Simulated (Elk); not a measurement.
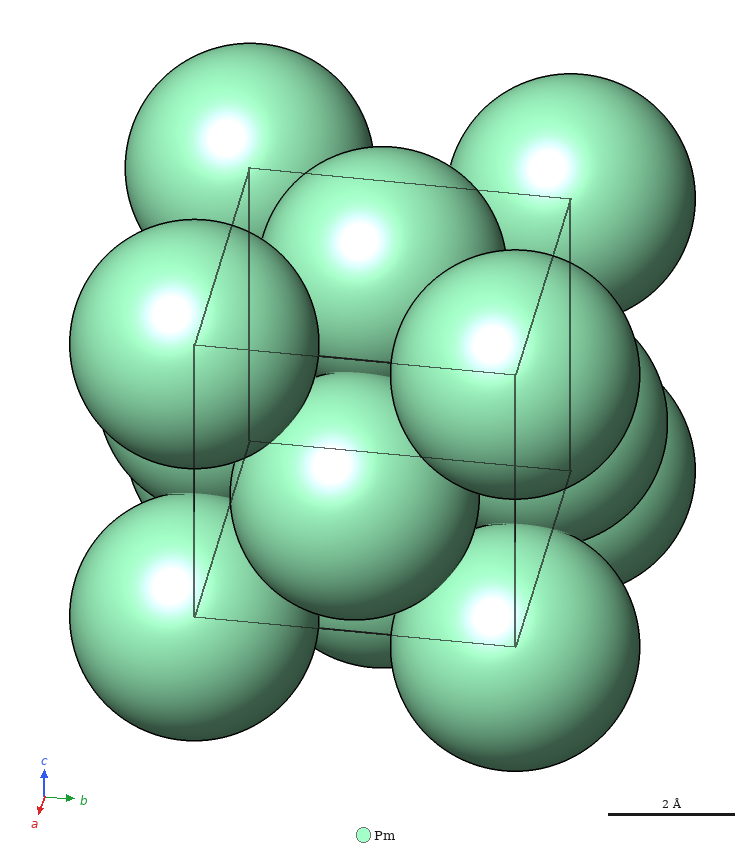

An orthographic space-filling view of the structure, from a general direction. The edges of the conventional unit cell are marked.

Notes on the structure:

The element is promethium. The lattice is face-centred cubic and the space group Fm-3m (No. 225). This arrangement goes by the name face-centred cubic (Cu type). The cell holds four atoms. The coordination shell of Pm holds twelve Pm in a cuboctahedral arrangement at about 3.7 Å.

The cell started as a structure listed in the Materials Project. Earlier steps of the study may have refined or changed the cell and positions. It was set up as input for a calculation with Elk.
